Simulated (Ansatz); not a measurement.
Run report: ZrSi2, geometry relaxation

System: ZrSi2 (Cmcm, 6 atoms in the cell).
Method: DFT revPBE, scalar-relativistic, plane waves, PAW, no spin polarisation (Ansatz 0.2.0).

It belongs to a series of runs on one base structure; here: volume 17.011 Å³/atom. Figures and captions count atoms from 1; the log counts them from 0 in places.

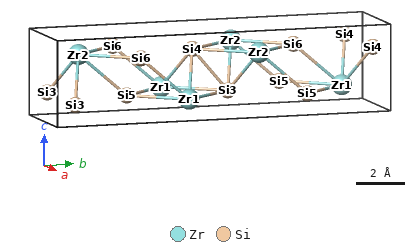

*The input geometry (ball-and-stick view of the cell 2 times as large as that of the calculation, set on its symmetry axes, seen slightly off an axis; atoms are numbered from 1 in the order of the input). An atom can appear more than once, as a periodic image.*

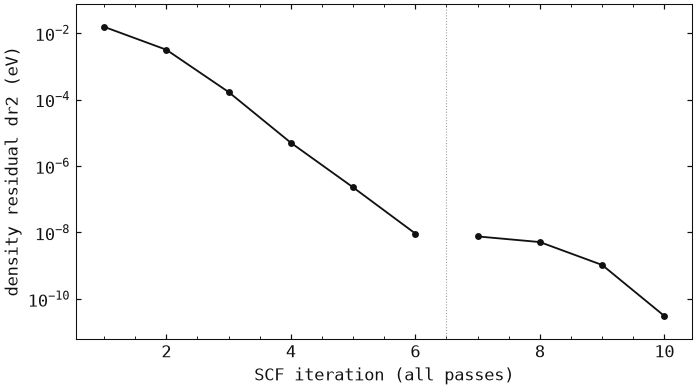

*Convergence of the self-consistent field: density residual dr2 against the SCF iteration. The dotted lines part the SCF passes of the relaxation: geometry steps, rejected trials and re-solves on a re-selected basis.*

The passes take 6 and 4 iterations.

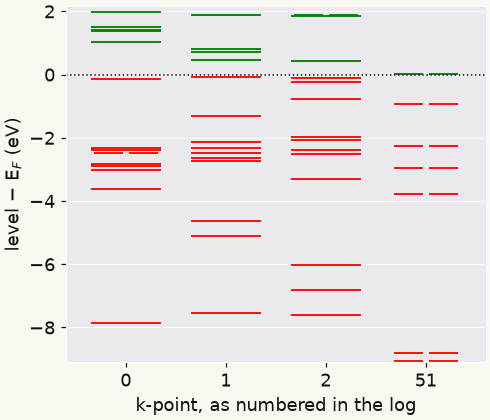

*Kohn–Sham levels near the Fermi level (dotted) at the few k-points that the log prints; levels within 0.02 eV of each other stand side by side.*

The system is metallic on the full mesh.

The input and output of the run follow.

The input:
```yaml
crystal:
  lattice:
    - [1.8684317835, -7.4007722757, 0.0]
    - [1.8684317835, 7.4007722757, 0.0]
    - [0.0, 0.0, 3.6906023702]
  atoms:
    - { symbol: Zr, position: [0.6048569315, 0.3951430685, 0.25] }
    - { symbol: Zr, position: [0.3951430685, 0.6048569315, 0.75] }
    - { symbol: Si, position: [0.9465537593, 0.0534462407, 0.25] }
    - { symbol: Si, position: [0.0534462407, 0.9465537593, 0.75] }
    - { symbol: Si, position: [0.2500629242, 0.7499370758, 0.25] }
    - { symbol: Si, position: [0.7499370758, 0.2500629242, 0.75] }
basis:
  ecutwfc: 420
  ecutrho_ratio: 4
kpoints:
  mp_grid: { grid: [6, 6, 6] }
hamiltonian:
  xc: revpbe
scf:
  occupations: { method: gaussian, width: 0.05 }
output:
  forces: true
  stress: true
  eigenvalues: true
relax:
  f_tol: 0.01
  max_steps: 40
  cell: { stress_tol: 0.1, fix: [volume] }
```

Run as:
```bash
ansatz run input.yaml --threads 4 --pin off --max-ram 8192MiB --backend cpu --events-out ev --progress --plain --runs-dir out
```

Output:
```
basis.fft_grid_basis auto: the FFT boxes are laid along the combinations [[1, 1, 0], [0, 1, 0], [0, 0, 1]] of the cell's own vectors, 3.737, 7.633 and 3.691 Å long. The dense box has 25×54×25 points. Along the cell's own vectors, as sized, it would have 54×54×25, 2.16 times as many. Of the 8 symmetry operations that the crystal satisfies within crystal.symmetry.tolerance (time reversal apart; of a slab, those that keep its plane) the dense box along the cell's own vectors carries 8, and the one as laid loses 4 of those. basis.fft_grid_basis: typed keeps the cell's own vectors: state it where this run's energies or levels are differenced outside the engine with another run's, or held beside a run that keeps those vectors.
Engine: ansatz 0.2.0, aarch64-unknown-linux-gnu
Pseudopotentials: kind: paw
Pseudopotential: Zr, paw, valence charge 12, recommended cutoff 420 eV (normal), Zr.paw.azcp
Pseudopotential: Si, paw, valence charge 4, recommended cutoff 420 eV (normal), Si.paw.azcp
Functional definition: revPBE
  parameter kappa = 1.245
  parameter beta = 0.06672455060314922
  exchange = pbe_x(kappa = kappa, mu = beta*pi^2/3)
  correlation = pbe_c(beta = beta)
Crystal: 6 atoms, lattice volume = 102.066 Å³
Basis set: ecut = 420 eV, 2003 PW (Γ), FFT grids on a1+a2, a2, a3, exchange–correlation on 50×108×50 points (8 copies of the dense FFT grid, shifted against one another)
Bands: 26, of which v1, the nominal top of the filled ones, is band 20 counted from 1 (19 counted from 0)
Symmetry: 8 space group operations
Space group: Cmcm (ITA 63), of the structure as read, at distance tolerance 4.7e-5 Å
k-points: 52 of 216
Non-local potential: Zr, projectors of the file, l = 0: 3, l = 1: 2, l = 2: 2, l = 3: 2
Non-local potential: Si, projectors of the file, l = 0: 2, l = 1: 2, l = 2: 2
PAW form: soft (Blöchl's): semilocal exchange-correlation on the pseudo side does not see the compensation charge
PAW frozen core: Zr, regenerated for the run's functional, and the local potential with it (the file was generated under x = pbe(κ = 0.804, μ = 0.2195149727645171), c = pbe(β = 0.06672455060314922))
PAW frozen core: Si, regenerated for the run's functional, and the local potential with it (the file was generated under x = pbe(κ = 0.804, μ = 0.2195149727645171), c = pbe(β = 0.06672455060314922))
PAW one-centre angular grid: Zr, 590 points (default); XC on 64 Gauss nodes
PAW one-centre angular grid: Si, 110 points (default); XC on 64 Gauss nodes
Initial density: superposition of atomic densities (neutral atoms: chi_scale 0, normalization atom), corrected by the library's trained network
Initial wavefunctions: pseudopotential atomic-orbital guess
Functional: x = revpbe(κ = 1.245, μ = 0.2195149727645171), c = pbe(β = 0.06672455060314922)
SCF iter   1: F=—  HF=-10933.363091 eV  |F-HF|=—  |Δ(HF+E_count)|=         —  Δρ=3.36e-3  dr2=1.54e-2  ethr=1.77e-3  ⟨swp⟩=6.2  Hψ=6890  notcnv=0
preconditioner: auto → Kerker (q_TF=auto, 2.334 Å⁻¹)  [metal: Δε(μ)=0.028 eV  Ē_g=6.532 eV  σ=0.050 eV  W_gap=0.31  n_scr=18 (ndim 8)  ℏωp=18.0 eV  f_vac=0.000  D(μ)=1.37/eV (n_scr^D=2)]
SCF iter   2: F=—  HF=-10933.362078 eV  |F-HF|=—  |Δ(HF+E_count)|=   1.01e-3  Δρ=1.75e-3  dr2=3.15e-3  ethr=3.84e-5  ⟨swp⟩=1.6  Hψ=1954  notcnv=0  defer=1
SCF iter   3: F=—  HF=-10933.362365 eV  |F-HF|=—  |Δ(HF+E_count)|=   2.87e-4  Δρ=4.22e-4  dr2=1.68e-4  ethr=7.87e-6  ⟨swp⟩=2.1  Hψ=1808  notcnv=0  defer=1
SCF iter   4: F=—  HF=-10933.362358 eV  |F-HF|=—  |Δ(HF+E_count)|=   7.57e-6  Δρ=6.06e-5  dr2=5.00e-6  ethr=4.21e-7  ⟨swp⟩=2.4  Hψ=2215  notcnv=0  defer=1
SCF iter   5: F=—  HF=-10933.362346 eV  |F-HF|=—  |Δ(HF+E_count)|=   1.17e-5  Δρ=1.45e-5  dr2=2.27e-7  ethr=1.25e-8  ⟨swp⟩=2.1  Hψ=2027  notcnv=0  defer=1
SCF iter   6: F=-10933.362346 eV  HF=-10933.362346 eV  |F-HF|=4.87e-9  |Δ(HF+E_count)|=   2.67e-8  Δρ=2.30e-6  dr2=9.25e-9  ethr=2.50e-10  ⟨swp⟩=8.2  Hψ=5728  notcnv=0
SCF 1 converged in 6 iterations: F = -10933.362346 eV  dr2 = 9.25e-9
  greatest PAW one-centre occupation: 0.995 electrons in one spin orbital (limit 2), on the Zr atom at site 1 (counted from 0), in its partial waves of l = 0
relax step   1: F+E_penalty+E_count = -10933.36234579 eV  Δ(F+E_penalty+E_count) = +0.000e0 eV  max|allowed force component| = 2.753e-3 eV/Å  Δτ_max = 0.0000 Å  P = -0.018 GPa  Ω = 102.066 Å³  fix = [volume]  reactions: volume -0.018 GPa  (6 SCF iters, dr2 threshold 1.00e-7 eV, accepted)
Initial density: handed on by an earlier stage of this run
Initial wavefunctions: pseudopotential atomic-orbital guess (no wavefunctions were taken with the density)
iter 1 solved again at ethr=1.05e-7 eV; its pass at ethr=3.10e-3 eV (dr2=4.21e-5 eV) is discarded
SCF iter   1: F=—  HF=-10933.362354 eV  |F-HF|=—  |Δ(HF+E_count)|=         —  Δρ=2.53e-6  dr2=7.58e-9  ethr=1.05e-7  ⟨swp⟩=3.1  Hψ=10812  notcnv=0
eigensolver tolerance schedule: the retry pair's looser diagonalisation over-reported the residual by 5552.15 of it (diagonalisation noise at 0.23 of the residual, at the tolerance the schedule requests for it); recorded, not acted on — ethr = c·dr2/N_el stays at c = 1.0e-1
preconditioner: auto → Kerker (q_TF=auto, 2.334 Å⁻¹)  [metal: Δε(μ)=0.034 eV  Ē_g=6.551 eV  σ=0.050 eV  W_gap=0.35  n_scr=18 (ndim 8)  ℏωp=18.0 eV  f_vac=0.000  D(μ)=1.42/eV (n_scr^D=2)]
SCF iter   2: F=—  HF=-10933.362346 eV  |F-HF|=—  |Δ(HF+E_count)|=   8.14e-6  Δρ=1.61e-6  dr2=5.13e-9  ethr=1.90e-11  ⟨swp⟩=2.5  Hψ=2477  notcnv=0
SCF iter   3: F=—  HF=-10933.362346 eV  |F-HF|=—  |Δ(HF+E_count)|=  4.42e-10  Δρ=7.02e-7  dr2=1.05e-9  ethr=1.28e-11  ⟨swp⟩=1.7  Hψ=1467  notcnv=0
SCF iter   4: F=-10933.362346 eV  HF=-10933.362346 eV  |F-HF|=0.00e0  |Δ(HF+E_count)|=  1.80e-10  Δρ=1.84e-7  dr2=3.06e-11  ethr=1.00e-12  ⟨swp⟩=3.3  Hψ=5149  notcnv=0
SCF 2 converged in 4 iterations: F = -10933.362346 eV  dr2 = 3.06e-11
relax step   2: F+E_penalty+E_count = -10933.36234579 eV  Δ(F+E_penalty+E_count) = -3.729e-9 eV  max|allowed force component| = 2.758e-3 eV/Å  Δτ_max = 0.0000 Å  P = -0.018 GPa  Ω = 102.066 Å³  fix = [volume]  reactions: volume -0.018 GPa  stress off target by 8.87e-2 GPa on what of the cell is left free  SCF on the basis re-selected at this cell (its energy is not comparable with the rows above)  (4 SCF iters)
basis re-selected at this cell: Δ(F+E_penalty+E_count) = -3.729e-9 eV, ΔP = +0.000 GPa vs the last step (what re-selecting the basis moved, of the pressure what is left beyond the Pulay correction that the steps carried, after the strain that the cell walked since its last selection, with what the two solves' SCF thresholds leave and, on support functions, any second-order correction that the steps lacked; it is no measure of the basis error at this ecutwfc). This SCF's stress stands 8.87e-2 GPa from its target on what of the cell is left free (relax.cell.stress_tol is 1.00e-1 GPa) and its largest allowed force component is 2.76e-3 eV/Å (relax.f_tol is 1.00e-2 eV/Å): within both
SCF converged after 4 iterations
Free energy (F): -10933.362346 eV
Harris-Foulkes:  -10933.362346 eV  (|F-HF|=0.00e0)
Internal energy: -10933.360565 eV  (E = F + TS)
E sigma→0 (E₀):  -10933.361455 eV
Entropy (-TS):   -0.001781 eV (-0.297 meV/atom)
Fermi energy:    12.535356 eV
--- Per-component energies (eV) ---
  E_band       = -131.678894
  E_kinetic    = 833.346160
  E_local      = -1541.257790  (includes V_loc(G=0)·N_el)
  E_nonlocal   = 258.026286
  E_hartree    = 530.546324
  E_xc         = -549.396925
  E_vxc        = -575.119393  (∫ρ·V_xc dr)
  E_paw        = -7976.030436  (= ΣΔE_a)
  E_vpaw       = -167.766821  (= ΣTr[D̂ρ^β])
  E_aug_tail   = 0.000074  (compensation charges beyond the density's cutoff)
  E_ewald      = -2488.406633
  E_core_change = -0.187624  (= ΣΔE_core)
  E_smearing   = -0.001781  (= −TS)
  E_closure    = -0.000000  (closes the sum)
  Σ components = -10933.362346   (vs F -10933.362346, Δ=0.00e0)
--- Forces (eV/Å), atoms counted from 1 ---
  atom   1  Zr     0.00000000    -0.00174010     0.00000000
  atom   2  Zr    -0.00000000     0.00174010     0.00000000
  atom   3  Si     0.00000000    -0.00126910     0.00000000
  atom   4  Si    -0.00000000     0.00126910     0.00000000
  atom   5  Si    -0.00000000     0.00275843     0.00000000
  atom   6  Si     0.00000000    -0.00275843     0.00000000
  max |Σ_I F_I| component: 2.08e-17 eV/Å
--- Stress (GPa, compression-positive) ---
        0.025065      -0.000000       0.000000
       -0.000000       0.027313       0.000000
        0.000000       0.000000      -0.106894
  P = ⅓ Tr σ = -0.0182 GPa (-0.182 kbar)
--- Band table (eV; the first three rows and the last of 52) ---
  k-point 0: bands = ["-36.3646", "-36.3526", "-14.5830", "-14.4528", "-14.4310", "-14.4248", "-14.3957", "-14.3582", "0.4414", "2.1154", "4.6849", "8.9040", "9.5239", "9.6274", "9.7050", "10.0534", "10.0647", "10.1553", "10.2119", "12.3915", "13.5526", "13.9061", "13.9367", "14.0367", "14.5154", "14.7535"]
  k-point 1: bands = ["-36.3616", "-36.3511", "-14.5707", "-14.4561", "-14.4471", "-14.4282", "-14.4099", "-14.4004", "0.7678", "2.3521", "4.9991", "7.4124", "7.8942", "9.7962", "9.8836", "10.0610", "10.1990", "10.4064", "11.2090", "12.4441", "12.9900", "13.2498", "13.3465", "14.4124", "14.8239", "15.2986"]
  k-point 2: bands = ["-36.3549", "-36.3488", "-14.5561", "-14.5326", "-14.4672", "-14.4346", "-14.4294", "-14.4236", "1.7088", "3.0581", "4.9375", "5.7328", "6.5152", "9.2225", "10.0105", "10.1611", "10.4779", "10.5465", "11.7486", "12.2848", "12.4404", "12.9588", "14.3891", "14.4158", "14.4214", "14.7878"]
  k-point 51: bands = ["-36.3496", "-36.3496", "-14.5768", "-14.5768", "-14.4521", "-14.4521", "-14.4248", "-14.4248", "3.4711", "3.4711", "3.7295", "3.7295", "8.7461", "8.7461", "9.5651", "9.5651", "10.2592", "10.2592", "11.5915", "11.5915", "12.5408", "12.5408", "14.7287", "14.7287", "15.3954", "15.3954"]
--- Relaxed structure (1 steps of the walk, 1 accepted, 1 SCFs on fresh bases) ---
  F+E_penalty+E_count = -10933.36234579 eV   max|allowed force component| = 2.758e-3 eV/Å   (the final SCF, on the basis selected at the relaxed cell)
  cell:  # Å, volume = 102.0661 Å³
    - [1.8684317835, -7.4007722757, 0.0]
    - [1.8684317835, 7.4007722757, 0.0]
    - [0.0, 0.0, 3.6906023702]
  atoms:
    - { symbol: Zr, position: [0.6048569314999999, 0.39514306849999997, 0.25] }
    - { symbol: Zr, position: [0.39514306849999997, 0.6048569314999999, 0.75] }
    - { symbol: Si, position: [0.9465537593, 0.053446240699999925, 0.25] }
    - { symbol: Si, position: [0.053446240699999925, 0.9465537593, 0.75] }
    - { symbol: Si, position: [0.2500629242, 0.7499370758000002, 0.25] }
    - { symbol: Si, position: [0.7499370758000002, 0.2500629242, 0.75] }
```

Trajectory as extended XYZ (Å, eV, eV/Å), 2 frames, from step=1 to step=2:
```
6
Lattice="1.8684 -7.4008 0.0000 1.8684 7.4008 0.0000 0.0000 0.0000 3.6906" Properties=species:S:1:pos:R:3:forces:R:3 step=1 energy=-10933.36235 pressure_GPa=-0.02
Zr    1.8684   -1.5520    0.9227    0.0000  -0.0017   0.0000
Zr    1.8684    1.5520    2.7680    0.0000   0.0017   0.0000
Si    1.8684   -6.6097    0.9227    0.0000  -0.0013   0.0000
Si    1.8684    6.6097    2.7680    0.0000   0.0013   0.0000
Si    1.8684    3.6995    0.9227    0.0000   0.0028   0.0000
Si    1.8684   -3.6995    2.7680    0.0000  -0.0028   0.0000
6
Lattice="1.8684 -7.4008 0.0000 1.8684 7.4008 0.0000 0.0000 0.0000 3.6906" Properties=species:S:1:pos:R:3:forces:R:3 step=2 energy=-10933.36235 pressure_GPa=-0.02
Zr    1.8684   -1.5520    0.9227    0.0000  -0.0017   0.0000
Zr    1.8684    1.5520    2.7680    0.0000   0.0017   0.0000
Si    1.8684   -6.6097    0.9227    0.0000  -0.0013   0.0000
Si    1.8684    6.6097    2.7680    0.0000   0.0013   0.0000
Si    1.8684    3.6995    0.9227    0.0000   0.0028   0.0000
Si    1.8684   -3.6995    2.7680    0.0000  -0.0028   0.0000
```

Summary:

| quantity | value |
| --- | --- |
| outcome | converged |
| space group (tolerance 0.01 Å) | Cmcm (63) |
| electrons treated | 40 |
| free energy | −10933.3623 eV |
| Fermi energy | 12.535 eV |
| gap on the k-point mesh | none (metallic) |
| pressure | −0.02 GPa |
| final volume | 102.07 Å³ |
| largest force (length of the vector) at the end | 0.003 eV/Å |
| final cell | a = 7.633 Å, b = 7.633 Å, c = 3.691 Å, α = 90.00°, β = 90.00°, γ = 151.66° |
| hardware | 4 threads of Arm Neoverse V2, 24 GiB of memory available, shared host |
| wall time | 4.9 s (CPU time 18 s) |
| peak memory | 0.46 GiB |
